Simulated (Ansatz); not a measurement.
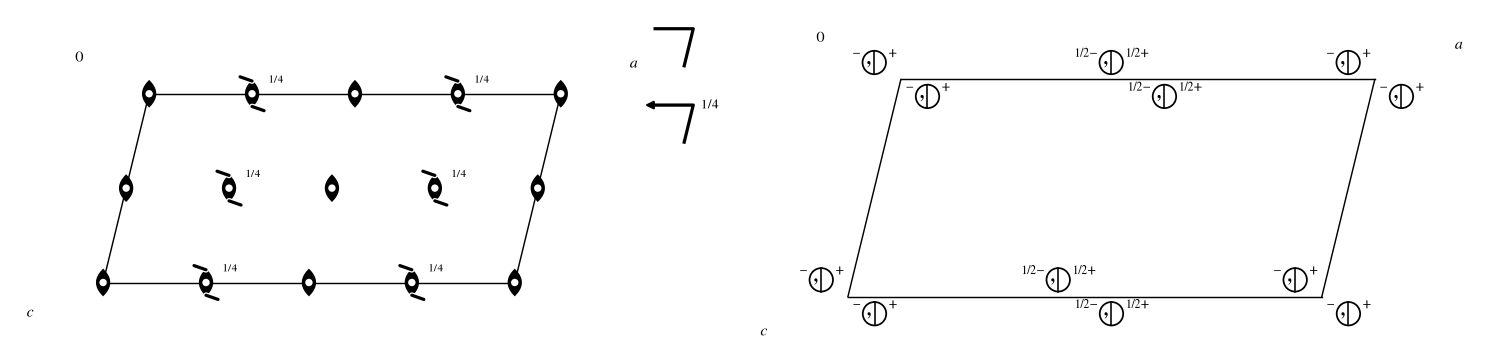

Symmetry elements (left) and general positions (right) of a space group, projected down b, computed from the operations of a computed or model structure of composition Ga2O3.

Graphical symbols as in the International Tables (origin upper left, heights as fractions; handed screw axes are marked by their printed symbols).

A circle is a general position, a comma marks the mirror image, + and − with a fraction give the height (along the projection axis: ½+ is ½ plus the coordinate, − is its negative), and a split circle stands for two positions above each other.

Q: Which space group is it?

A: C2/m, No. 12; C-centred monoclinic, point group 2/m, 8 general positions a cell.

Q: List the elements shown.

A: 2₁ axes along b at (0, 1/4), (0, 3/4), (1/2, 1/4), (1/2, 3/4); 2 axes along b at (0, 0), (0, 1/2), (1/2, 0), (1/2, 1/2); inversion centres at (0, 0), (0, 1/4; b height 1/4), (0, 1/2), (0, 3/4; b height 1/4), (1/2, 0), (1/2, 1/4; b height 1/4), (1/2, 1/2), (1/2, 3/4; b height 1/4); a mirror plane normal to b at height 0; an a glide plane normal to b at height 1/4. Heights repeat every half period; positions are (c, a) fractions, modulo 1.

Q: Write the general positions (in any order).

A: For each centring vector (0, 0, 0), (1/2, 1/2, 0):
x, y, z
−x, −y, −z
−x, y, −z
x, −y, z
